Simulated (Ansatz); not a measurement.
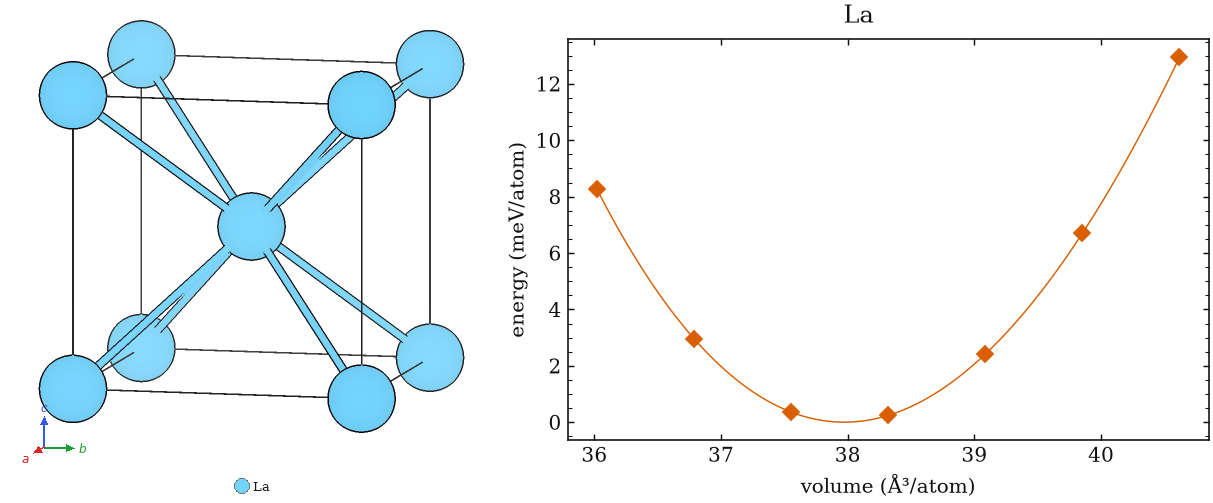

The plot gives the computed energy against volume for La, space group Im-3m (No. 229). The conventional cell is drawn beside the plot.

The given structure:
```cif
data_structure
_symmetry_space_group_name_H-M 'P 1'
_symmetry_Int_Tables_number 1
_cell_length_a 3.6786
_cell_length_b 3.6786
_cell_length_c 3.6786
_cell_angle_alpha 109.471
_cell_angle_beta 109.471
_cell_angle_gamma 109.471
_cell_volume 38.32
loop_
_atom_site_label
_atom_site_type_symbol
_atom_site_fract_x
_atom_site_fract_y
_atom_site_fract_z
_atom_site_occupancy
La1 La 0.00000 0.00000 0.00000 1
```

Method: plane-wave DFT, no spin polarisation; energies at scaled volumes of the given cell, shape and fractions fixed, counted from the fit's minimum, third-order Birch-Murnaghan fit (Ansatz 0.2.0). Level: r2SCAN.

```tsv
setting	value
k mesh	9×9×9
occupations	Fermi–Dirac
smearing width	0.05 eV
potentials	Ansatz PAW
wave cutoff	500 eV
density cutoff	2000 eV
```

Q: What equilibrium volume and bulk modulus follow from the curve?

A: A third-order Birch–Murnaghan fit gives V0 = 37.97 Å³/atom, B0 = 24.6 GPa and B′ = 3.0.

Keep in mind: state may lie high.

The computed values:

| volume (Å³/atom) | energy (meV/atom) |
| --- | --- |
| 36.02 | 8.26 |
| 36.79 | 2.96 |
| 37.55 | 0.37 |
| 38.32 | 0.24 |
| 39.09 | 2.41 |
| 39.85 | 6.70 |
| 40.62 | 12.94 |
